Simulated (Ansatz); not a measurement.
# Hf2B3: one candidate of a structure search

The task: take a trial cell of Hf2B3 to zero force and stress.

Program: Ansatz 0.2.0. Level of theory: DFT PBE, scalar-relativistic, plane waves, PAW. These are calculated values, not measurements.

## (1) The starting structure

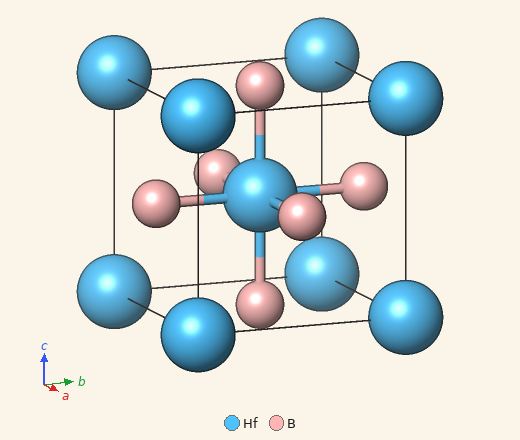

Start, viewed slightly off an axis; hafnium blue, boron pink. Atoms on the faces are drawn again on the opposite ones.

As a file:

```
CELL_PARAMETERS angstrom
4.02254 0.00000 0.00000
0.00000 4.02254 0.00000
0.00000 0.00000 4.02254
ATOMIC_POSITIONS crystal
Hf 0.00000 0.00000 0.00000
Hf 0.50000 0.50000 0.50000
B 0.00000 0.50000 0.50000
B 0.50000 0.00000 0.50000
B 0.50000 0.50000 0.00000
```

A structure generator made this guess: random cell by space group and Wyckoff sites (Pm-3m, No. 221). The dimensions are guesses.

## (2) Probe: one point on a coarse mesh

input.yaml reads:

```yaml
crystal:
  lattice:
    - [4.02253688, 0.0, 0.0]
    - [0.0, 4.02253688, 0.0]
    - [0.0, 0.0, 4.02253688]
  atoms:
    - { symbol: Hf, position: [0.0, 0.0, 0.0] }
    - { symbol: Hf, position: [0.5, 0.5, 0.5] }
    - { symbol: B, position: [0.0, 0.5, 0.5] }
    - { symbol: B, position: [0.5, 0.0, 0.5] }
    - { symbol: B, position: [0.5, 0.5, 0.0] }
basis:
  ecutwfc: 420
kpoints:
  mp_grid: { grid: [4, 4, 4] }
hamiltonian:
  xc: pbe
scf:
  occupations: { method: gaussian, width: 0.1 }
  lower_state_search: "off"
output:
  forces: true
  stress: true
  eigenvalues: true
```

On the command line:

```console
$ ansatz run input.yaml --threads 1 --pin off --max-ram 2560MiB --backend cpu --events-out ev --progress --plain --runs-dir out
```

Output (excerpt; [...] marks lines left out):

```text
Warning: RAYON_NUM_THREADS=1 ignored (pool sized by the plan → 1); use --threads N
[...]
Pseudopotentials: kind: paw
Pseudopotential: Hf, paw, valence charge 26, recommended cutoff 420 eV (normal), Hf.paw.azcp
Pseudopotential: B, paw, valence charge 3, recommended cutoff 420 eV (normal), B.paw.azcp
Functional definition: PBE
[...]
Crystal: 5 atoms, lattice volume = 65.088 Å³
Basis set: ecut = 420 eV, 1309 PW (Γ), exchange–correlation on 54×54×54 points (8 copies of the dense FFT grid, shifted against one another)
Bands: 37, of which v1, the nominal top of the filled ones, is band 31 counted from 1 (30 counted from 0)
Symmetry: 48 space group operations
Space group: Pm-3m (ITA 221), of the structure as read, at distance tolerance 4.0e-5 Å
k-points: 10 of 64
[...]
SCF iter   1: F=—  HF=-31905.061839 eV  |F-HF|=—  |Δ(HF+E_count)|=         —  Δρ=8.01e-3  dr2=5.84e-2  ethr=1.77e-3  ⟨swp⟩=5.0  Hψ=1186  notcnv=0
[...]
SCF iter   8: F=-31905.047044 eV  HF=-31905.047045 eV  |F-HF|=1.94e-8  |Δ(HF+E_count)|=   6.98e-9  Δρ=7.60e-6  dr2=4.07e-8  ethr=1.64e-10  ⟨swp⟩=5.8  Hψ=1913  notcnv=0
[...]
SCF converged after 8 iterations
Free energy (F): -31905.047044 eV
[...]
E sigma→0 (E₀):  -31905.040034 eV
Entropy (-TS):   -0.014020 eV (-2.804 meV/atom)
Fermi energy:    16.932716 eV
[...]
--- Forces (eV/Å), atoms counted from 1 ---
  atom   1  Hf     0.00000000    -0.00000000     0.00000000
  atom   2  Hf     0.00000000    -0.00000000    -0.00000000
  atom   3  B      0.00000000     0.00000000    -0.00000000
  atom   4  B     -0.00000000    -0.00000000     0.00000000
  atom   5  B     -0.00000000     0.00000000    -0.00000000
[...]
--- Stress (GPa, compression-positive) ---
       15.979503      -0.000000       0.000000
       -0.000000      15.979503       0.000000
        0.000000      -0.000000      15.979503
  P = ⅓ Tr σ = 15.9795 GPa (159.795 kbar)
--- Band table (eV; the first three rows and the last of 10) ---
[...]
```

Wall time 4.2 s (1 thread of Intel Xeon at 2.50GHz (Skylake/Cascade Lake), shared host); peak memory 0.34 GiB.

Read-out: pressure 16.0 GPa, largest force 0.00 eV/Å, gap on this mesh none (metal). A guess like this is first relaxed loosely on the coarse mesh.

## (3) Coarse relaxation

Changes to input.yaml since step 2:

```diff
@@ -24 +24,6 @@
   eigenvalues: true
+relax:
+  adjacent_minimum: "off"
+  f_tol: 0.04
+  max_steps: 70
+  cell: { stress_tol: 0.4 }
```

On the command line:

```console
$ ansatz run input.yaml --threads 1 --pin off --max-ram 2560MiB --backend cpu --events-out ev --progress --plain --runs-dir out
```

Output:

```text
Warning: RAYON_NUM_THREADS=1 ignored (pool sized by the plan → 1); use --threads N
Engine: ansatz 0.2.0, x86_64-unknown-linux-gnu
[... 4 set-up lines as earlier in the session ...]
  parameter kappa = 0.804
  parameter beta = 0.06672455060314922
  exchange = pbe_x(kappa = kappa, mu = beta*pi^2/3)
  correlation = pbe_c(beta = beta)
Crystal: 5 atoms, lattice volume = 65.088 Å³
Basis set: ecut = 420 eV, 1309 PW (Γ), exchange–correlation on 54×54×54 points (8 copies of the dense FFT grid, shifted against one another)
Bands: 37, of which v1, the nominal top of the filled ones, is band 31 counted from 1 (30 counted from 0)
[... 2 set-up lines as earlier in the session ...]
k-points: 10 of 64
Non-local potential: Hf, projectors of the file, l = 0: 3, l = 1: 2, l = 2: 2, l = 3: 3
Non-local potential: B, projectors of the file, l = 0: 2, l = 1: 2, l = 2: 1
PAW form: soft (Blöchl's): semilocal exchange-correlation on the pseudo side does not see the compensation charge
PAW one-centre angular grid: Hf, 590 points (default); XC on 64 Gauss nodes
PAW one-centre angular grid: B, 110 points (default); XC on 64 Gauss nodes
Initial density: superposition of atomic densities (neutral atoms: chi_scale 0, normalization atom), corrected by the library's trained network
Initial wavefunctions: pseudopotential atomic-orbital guess
Functional: x = pbe(κ = 0.804, μ = 0.2195149727645171), c = pbe(β = 0.06672455060314922)
SCF iter   1: F=—  HF=-31905.061839 eV  |F-HF|=—  |Δ(HF+E_count)|=         —  Δρ=8.01e-3  dr2=5.84e-2  ethr=1.77e-3  ⟨swp⟩=5.0  Hψ=1186  notcnv=0
preconditioner: auto → Resta (q_TF=auto, 2.699 Å⁻¹)  ε∞=5.8  [insulator: Δε(μ)=0.507 eV  Ē_g=15.800 eV  σ=0.100 eV  W_gap=0.55  n_scr=18 (ndim 8)  ℏωp=34.7 eV  f_vac=0.000  D(μ)=2.56/eV (n_scr^D=18)  ε∞_Penn≈5.8]
SCF iter   2: F=—  HF=-31905.047257 eV  |F-HF|=—  |Δ(HF+E_count)|=   1.46e-2  Δρ=3.50e-3  dr2=6.64e-3  ethr=9.57e-5  ⟨swp⟩=2.2  Hψ=615  notcnv=0
SCF iter   3: F=—  HF=-31905.047426 eV  |F-HF|=—  |Δ(HF+E_count)|=   1.69e-4  Δρ=1.99e-3  dr2=1.61e-3  ethr=1.09e-5  ⟨swp⟩=2.1  Hψ=601  notcnv=0  defer=1
SCF iter   4: F=—  HF=-31905.047023 eV  |F-HF|=—  |Δ(HF+E_count)|=   4.03e-4  Δρ=8.64e-4  dr2=3.47e-4  ethr=2.64e-6  ⟨swp⟩=2.1  Hψ=678  notcnv=0  defer=1
SCF iter   5: F=—  HF=-31905.047054 eV  |F-HF|=—  |Δ(HF+E_count)|=   3.10e-5  Δρ=2.15e-4  dr2=2.98e-5  ethr=5.69e-7  ⟨swp⟩=2.1  Hψ=669  notcnv=0  defer=1
SCF iter   6: F=—  HF=-31905.047045 eV  |F-HF|=—  |Δ(HF+E_count)|=   8.80e-6  Δρ=1.22e-4  dr2=1.10e-5  ethr=4.89e-8  ⟨swp⟩=2.3  Hψ=684  notcnv=0  defer=1
SCF iter   7: F=—  HF=-31905.047045 eV  |F-HF|=—  |Δ(HF+E_count)|=   2.55e-7  Δρ=4.28e-5  dr2=1.10e-6  ethr=1.80e-8  ⟨swp⟩=2.1  Hψ=583  notcnv=0  defer=1
SCF iter   8: F=-31905.047044 eV  HF=-31905.047045 eV  |F-HF|=1.82e-8  |Δ(HF+E_count)|=   8.00e-9  Δρ=7.59e-6  dr2=4.07e-8  ethr=1.64e-10  ⟨swp⟩=8.6  Hψ=2049  notcnv=0
SCF 1 converged in 8 iterations: F = -31905.047044 eV  dr2 = 4.07e-8
relax step   1: F+E_penalty+E_count = -31905.04704450 eV  Δ(F+E_penalty+E_count) = +0.000e0 eV  max|allowed force component| = 1.033e-29 eV/Å  Δτ_max = 0.0000 Å  P = +15.979 GPa  Ω = 65.088 Å³  (8 SCF iters, dr2 threshold 1.00e-7 eV, accepted)
Crystal: 5 atoms, lattice volume = 72.041 Å³
Basis set: ecut = 420 eV, 1365 PW (Γ), exchange–correlation on 54×54×54 points (8 copies of the dense FFT grid, shifted against one another)
Initial density: handed on by an earlier stage of this run
Initial wavefunctions: those handed on with the density
iter 1 solved again at ethr=4.54e-4 eV; its pass at ethr=3.10e-3 eV (dr2=2.77e-1 eV) is discarded
SCF iter   1: F=—  HF=-31905.462627 eV  |F-HF|=—  |Δ(HF+E_count)|=         —  Δρ=1.18e-2  dr2=2.81e-1  ethr=4.54e-4  ⟨swp⟩=1.0  Hψ=1809  notcnv=0
preconditioner: auto → Kerker (q_TF=auto, 2.654 Å⁻¹)  [metal: Δε(μ)=0.037 eV  Ē_g=15.673 eV  σ=0.100 eV  W_gap=0.21  n_scr=26 (ndim 8)  ℏωp=33.0 eV  f_vac=0.000  D(μ)=2.54/eV (n_scr^D=18)]
SCF iter   2: F=—  HF=-31905.414888 eV  |F-HF|=—  |Δ(HF+E_count)|=   4.77e-2  Δρ=5.49e-3  dr2=6.07e-2  ethr=4.54e-4  ⟨swp⟩=2.4  Hψ=618  notcnv=0
preconditioner: auto → Resta (q_TF=auto, 2.654 Å⁻¹)  ε∞=5.5  [insulator: Δε(μ)=0.413 eV  Ē_g=15.569 eV  σ=0.100 eV  W_gap=0.58  n_scr=26 (ndim 8)  ℏωp=33.0 eV  f_vac=0.000  D(μ)=2.54/eV (n_scr^D=18)  ε∞_Penn≈5.5]
SCF iter   3: F=—  HF=-31905.403401 eV  |F-HF|=—  |Δ(HF+E_count)|=   1.15e-2  Δρ=2.08e-3  dr2=2.96e-3  ethr=9.94e-5  ⟨swp⟩=2.0  Hψ=604  notcnv=0
SCF iter   4: F=—  HF=-31905.400091 eV  |F-HF|=—  |Δ(HF+E_count)|=   3.31e-3  Δρ=9.83e-4  dr2=8.02e-4  ethr=4.85e-6  ⟨swp⟩=2.0  Hψ=698  notcnv=0
SCF iter   5: F=—  HF=-31905.400483 eV  |F-HF|=—  |Δ(HF+E_count)|=   3.92e-4  Δρ=7.36e-4  dr2=4.70e-4  ethr=1.31e-6  ⟨swp⟩=2.0  Hψ=670  notcnv=0  defer=2
SCF iter   6: F=—  HF=-31905.400120 eV  |F-HF|=—  |Δ(HF+E_count)|=   3.63e-4  Δρ=1.65e-4  dr2=1.31e-5  ethr=7.71e-7  ⟨swp⟩=2.3  Hψ=687  notcnv=0  defer=2
SCF iter   7: F=—  HF=-31905.400037 eV  |F-HF|=—  |Δ(HF+E_count)|=   8.29e-5  Δρ=7.54e-5  dr2=3.51e-6  ethr=2.15e-8  ⟨swp⟩=2.0  Hψ=651  notcnv=0  defer=2
SCF iter   8: F=—  HF=-31905.400041 eV  |F-HF|=—  |Δ(HF+E_count)|=   3.65e-6  Δρ=2.18e-5  dr2=3.49e-7  ethr=8.20e-10  ⟨swp⟩=5.6  Hψ=1858  notcnv=0
SCF iter   9: F=-31905.400041 eV  HF=-31905.400041 eV  |F-HF|=1.46e-8  |Δ(HF+E_count)|=   3.19e-8  Δρ=4.27e-6  dr2=1.31e-8  ethr=5.72e-10  ⟨swp⟩=4.5  Hψ=1412  notcnv=0
SCF 2 converged in 9 iterations: F = -31905.400041 eV  dr2 = 1.31e-8
relax step   2: F+E_penalty+E_count = -31905.40004080 eV  Δ(F+E_penalty+E_count) = -3.530e-1 eV  max|allowed force component| = 1.462e-29 eV/Å  Δτ_max = 0.0000 Å  P = +1.448 GPa  Ω = 72.041 Å³  energy of the carried Pulay correction = -6.103e-3 eV  (9 SCF iters, dr2 threshold 5.00e-7 eV, accepted)
Crystal: 5 atoms, lattice volume = 72.816 Å³
iter 1 solved again at ethr=5.06e-6 eV; its pass at ethr=3.10e-3 eV (dr2=3.09e-3 eV) is discarded
SCF iter   1: F=—  HF=-31905.404090 eV  |F-HF|=—  |Δ(HF+E_count)|=         —  Δρ=1.23e-3  dr2=3.16e-3  ethr=5.06e-6  ⟨swp⟩=2.0  Hψ=1667  notcnv=0
preconditioner: auto → Resta (q_TF=auto, 2.649 Å⁻¹)  ε∞=5.4  [insulator: Δε(μ)=0.399 eV  Ē_g=15.594 eV  σ=0.100 eV  W_gap=0.53  n_scr=26 (ndim 8)  ℏωp=32.9 eV  f_vac=0.000  D(μ)=2.38/eV (n_scr^D=18)  ε∞_Penn≈5.4]
SCF iter   2: F=—  HF=-31905.403437 eV  |F-HF|=—  |Δ(HF+E_count)|=   6.53e-4  Δρ=3.89e-4  dr2=1.83e-4  ethr=5.06e-6  ⟨swp⟩=2.0  Hψ=436  notcnv=0
SCF iter   3: F=—  HF=-31905.403300 eV  |F-HF|=—  |Δ(HF+E_count)|=   1.37e-4  Δρ=1.52e-4  dr2=1.93e-5  ethr=3.00e-7  ⟨swp⟩=2.0  Hψ=648  notcnv=0
SCF iter   4: F=—  HF=-31905.403295 eV  |F-HF|=—  |Δ(HF+E_count)|=   5.52e-6  Δρ=1.00e-4  dr2=7.88e-6  ethr=3.17e-8  ⟨swp⟩=2.0  Hψ=661  notcnv=0
SCF iter   5: F=—  HF=-31905.403294 eV  |F-HF|=—  |Δ(HF+E_count)|=   4.86e-7  Δρ=2.16e-5  dr2=4.33e-7  ethr=8.20e-10  ⟨swp⟩=3.6  Hψ=1729  notcnv=0
SCF iter   6: F=-31905.403294 eV  HF=-31905.403294 eV  |F-HF|=9.78e-8  |Δ(HF+E_count)|=   1.28e-7  Δρ=1.15e-5  dr2=8.65e-8  ethr=7.09e-10  ⟨swp⟩=6.0  Hψ=1568  notcnv=0
SCF 3 converged in 6 iterations: F = -31905.403294 eV  dr2 = 8.65e-8
relax step   3: F+E_penalty+E_count = -31905.40329387 eV  Δ(F+E_penalty+E_count) = -3.253e-3 eV  max|allowed force component| = 1.363e-29 eV/Å  Δτ_max = 0.0000 Å  P = +0.174 GPa  Ω = 72.816 Å³  energy of the carried Pulay correction = -6.745e-3 eV  (6 SCF iters, dr2 threshold 5.00e-7 eV, accepted)
Basis set: ecut = 420 eV, 1365 PW (Γ), exchange–correlation on 60×60×60 points (8 copies of the dense FFT grid, shifted against one another)
Initial wavefunctions: pseudopotential atomic-orbital guess (no wavefunctions were taken with the density)
iter 1 solved again at ethr=5.04e-8 eV; its pass at ethr=3.10e-3 eV (dr2=3.07e-5 eV) is discarded
SCF iter   1: F=—  HF=-31905.412810 eV  |F-HF|=—  |Δ(HF+E_count)|=         —  Δρ=2.67e-4  dr2=6.93e-6  ethr=5.04e-8  ⟨swp⟩=3.3  Hψ=2249  notcnv=0
preconditioner: auto → Resta (q_TF=auto, 2.649 Å⁻¹)  ε∞=5.4  [insulator: Δε(μ)=0.398 eV  Ē_g=15.588 eV  σ=0.100 eV  W_gap=0.52  n_scr=26 (ndim 8)  ℏωp=32.9 eV  f_vac=0.000  D(μ)=2.33/eV (n_scr^D=18)  ε∞_Penn≈5.4]
SCF iter   2: F=—  HF=-31905.412870 eV  |F-HF|=—  |Δ(HF+E_count)|=   6.01e-5  Δρ=1.46e-4  dr2=2.36e-6  ethr=1.14e-8  ⟨swp⟩=2.0  Hψ=674  notcnv=0
SCF iter   3: F=—  HF=-31905.412879 eV  |F-HF|=—  |Δ(HF+E_count)|=   9.12e-6  Δρ=7.39e-5  dr2=4.77e-7  ethr=3.87e-9  ⟨swp⟩=2.0  Hψ=654  notcnv=0
SCF iter   4: F=—  HF=-31905.412882 eV  |F-HF|=—  |Δ(HF+E_count)|=   2.80e-6  Δρ=4.51e-6  dr2=7.11e-9  ethr=7.82e-10  ⟨swp⟩=2.0  Hψ=665  notcnv=0
SCF iter   5: F=-31905.412882 eV  HF=-31905.412882 eV  |F-HF|=7.06e-10  |Δ(HF+E_count)|=   3.31e-9  Δρ=1.31e-6  dr2=8.02e-10  ethr=5.25e-12  ⟨swp⟩=4.9  Hψ=1425  notcnv=0
SCF 4 converged in 5 iterations: F = -31905.412882 eV  dr2 = 8.02e-10
relax step   4: F+E_penalty+E_count = -31905.41288172 eV  Δ(F+E_penalty+E_count) = -9.588e-3 eV  max|allowed force component| = 1.013e-29 eV/Å  Δτ_max = 0.0000 Å  P = +0.287 GPa  Ω = 72.816 Å³  stress off target by 2.87e-1 GPa  SCF on the basis re-selected at this cell (its energy is not comparable with the rows above)  (5 SCF iters)
basis re-selected at this cell: Δ(F+E_penalty+E_count) = -9.588e-3 eV, ΔP = +0.113 GPa vs the last step (what re-selecting the basis moved, of the pressure what is left beyond the Pulay correction that the steps carried, after the strain that the cell walked since its last selection, with what the two solves' SCF thresholds leave and, on support functions, any second-order correction that the steps lacked; it is no measure of the basis error at this ecutwfc). The dense FFT grid was sized anew with the basis: this SCF ran on 30×30×30 points, the steps before it on 27×27×27, so part of this shift can come from that change (see relax.cell in the input reference). This SCF's stress stands 2.87e-1 GPa from its target on what of the cell is left free (relax.cell.stress_tol is 4.00e-1 GPa) and its largest allowed force component is 1.01e-29 eV/Å (relax.f_tol is 4.00e-2 eV/Å): within both
SCF converged after 5 iterations
Free energy (F): -31905.412882 eV
Harris-Foulkes:  -31905.412882 eV  (|F-HF|=7.06e-10)
Internal energy: -31905.401240 eV  (E = F + TS)
E sigma→0 (E₀):  -31905.407061 eV
Entropy (-TS):   -0.011642 eV (-2.328 meV/atom)
Fermi energy:    14.621670 eV
--- Per-component energies (eV) ---
  E_band       = -119.831887
  E_kinetic    = 981.718410
  E_local      = -12029.296330  (includes V_loc(G=0)·N_el)
  E_nonlocal   = -2447.270011
  E_hartree    = 5592.012080
  E_xc         = -692.582621
  E_vxc        = -641.796588  (∫ρ·V_xc dr)
  E_paw        = -14092.880647  (= ΣΔE_a)
  E_vpaw       = 2832.788423  (= ΣTr[D̂ρ^β])
  E_aug_tail   = -0.000010  (compensation charges beyond the density's cutoff)
  E_ewald      = -9217.102113
  E_smearing   = -0.011642  (= −TS)
  E_closure    = 0.000000  (closes the sum)
  Σ components = -31905.412882   (vs F -31905.412882, Δ=0.00e0)
--- Forces (eV/Å), atoms counted from 1 ---
  atom   1  Hf    -0.00000000    -0.00000000    -0.00000000
  atom   2  Hf    -0.00000000     0.00000000     0.00000000
  atom   3  B      0.00000000    -0.00000000    -0.00000000
  atom   4  B     -0.00000000    -0.00000000     0.00000000
  atom   5  B      0.00000000    -0.00000000    -0.00000000
  max |Σ_I F_I| component: 7.30e-30 eV/Å
--- Stress (GPa, compression-positive) ---
        0.286935       0.000000      -0.000000
        0.000000       0.286935      -0.000000
       -0.000000      -0.000000       0.286935
  P = ⅓ Tr σ = 0.2869 GPa (2.869 kbar)
--- Band table (eV; the first three rows and the last of 10) ---
  k-point 0: bands = ["-48.9359", "-45.4434", "-17.4358", "-17.4358", "-17.4358", "-14.5279", "-14.5279", "-14.5279", "1.0604", "1.0604", "1.0604", "1.0663", "1.0663", "1.0663", "1.0817", "4.4510", "4.4510", "4.4510", "4.4792", "4.4792", "4.4792", "4.4908", "4.6154", "8.4960", "8.4960", "13.2817", "13.2817", "13.2817", "15.0140", "15.0140", "15.0140", "15.6222", "15.6222", "16.3871", "16.3871", "16.3871", "17.9979"]
  k-point 1: bands = ["-48.9358", "-45.4436", "-17.4453", "-17.4343", "-17.4343", "-14.5346", "-14.5267", "-14.5267", "1.0588", "1.0608", "1.0608", "1.0653", "1.0672", "1.0672", "1.0813", "4.4469", "4.4528", "4.4528", "4.4772", "4.4831", "4.4831", "4.4900", "5.2048", "8.4065", "8.7360", "12.3033", "12.9620", "12.9620", "13.6738", "13.6738", "13.6794", "15.3560", "15.8022", "17.2943", "17.7824", "18.1576", "18.1576"]
  k-point 2: bands = ["-48.9357", "-45.4437", "-17.4547", "-17.4327", "-17.4327", "-14.5412", "-14.5254", "-14.5254", "1.0573", "1.0610", "1.0610", "1.0643", "1.0683", "1.0683", "1.0810", "4.4455", "4.4541", "4.4541", "4.4753", "4.4876", "4.4876", "4.4891", "6.2459", "7.6291", "9.0431", "12.1794", "12.6525", "12.7929", "12.7929", "12.9032", "12.9032", "14.7163", "15.9918", "16.9031", "17.3394", "18.1734", "18.1734"]
  k-point 9: bands = ["-48.9351", "-45.4444", "-17.4506", "-17.4506", "-17.4506", "-14.5305", "-14.5305", "-14.5305", "1.0594", "1.0594", "1.0594", "1.0690", "1.0690", "1.0690", "1.0791", "4.4518", "4.4518", "4.4518", "4.4862", "4.4936", "4.4936", "4.4936", "9.4136", "9.4136", "9.4136", "10.3461", "10.3461", "10.3461", "10.9381", "12.5379", "12.5379", "15.4810", "16.9454", "16.9454", "17.9728", "17.9728", "17.9728"]
--- Relaxed structure (3 steps of the walk, 3 accepted, 1 SCFs on fresh bases) ---
  F+E_penalty+E_count = -31905.41288172 eV   max|allowed force component| = 1.013e-29 eV/Å   (the final SCF, on the basis selected at the relaxed cell)
  cell:  # Å, volume = 72.8159 Å³
    - [4.175822190472105, 4.9753190230003596e-34, -5.135813185032629e-34]
    - [4.9753190230003596e-34, 4.175822190472105, 1.2839532962581572e-34]
    - [-5.135813185032629e-34, 1.2839532962581572e-34, 4.175822190472105]
  atoms:
    - { symbol: Hf, position: [-3.7376325493092853e-47, 1.581349693571541e-47, 5.9848113325008433e-36] }
    - { symbol: Hf, position: [0.5, 0.5, 0.5] }
    - { symbol: B, position: [-1.4259734281283882e-46, 0.5, 0.5] }
    - { symbol: B, position: [0.5, 1.99493711083243e-36, 0.5] }
    - { symbol: B, position: [0.5, 0.5, 9.974685554175741e-37] }
```

It took 19 s on 1 thread of Intel Xeon at 2.50GHz (Skylake/Cascade Lake), shared host; peak memory 0.37 GiB.

Step by step:

```csv
step,energy from step 1 (eV/cell),largest force component (eV/Å),pressure (GPa),volume (Å³)
1,0.0000,0.0000,15.98,65.09
2,-0.3530,0.0000,1.45,72.04
3,-0.3563,0.0000,0.17,72.82
4,-0.3658,0.0000,0.29,72.82
```

Step 1 is the start. Step 4 repeats the geometry before it on a plane-wave basis chosen anew for that cell, so its energy need not be comparable with the rows above.

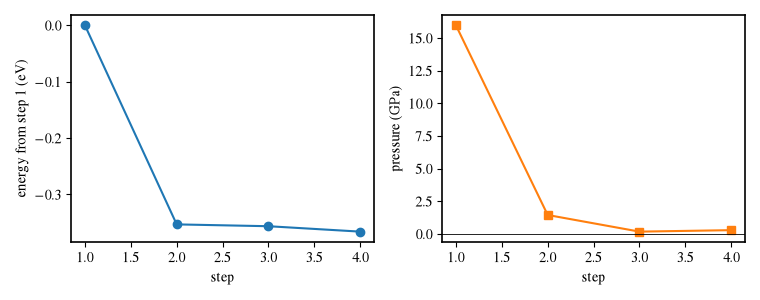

Energy and pressure along the relaxation.

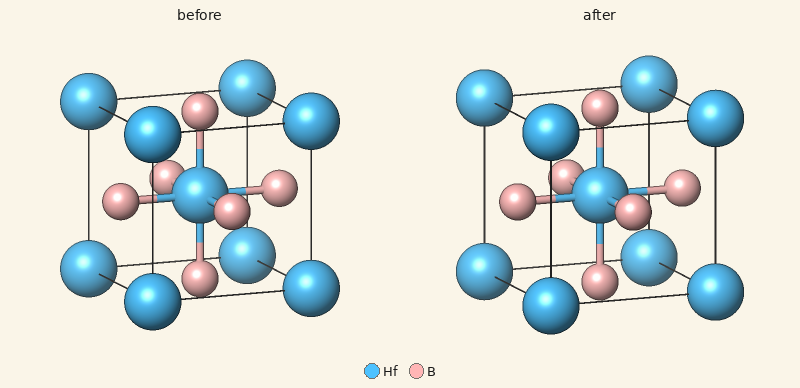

The structure before (left) and after (right) the relaxation, drawn at the same scale.

|  | before | after | change |
| --- | --- | --- | --- |
| a (Å) | 4.023 | 4.176 | +3.8 % |
| b (Å) | 4.023 | 4.176 | +3.8 % |
| c (Å) | 4.023 | 4.176 | +3.8 % |
| volume (Å³/atom) | 13.02 | 14.56 | +11.9 % |
| shortest distance (Å) | 2.011 | 2.088 | +3.8 % |
| space group (0.01 Å) | Pm-3m | Pm-3m | same |

The run keeps the 48 symmetry operations of the start, so it could not have lowered the symmetry.

[end of part 1 of 2]
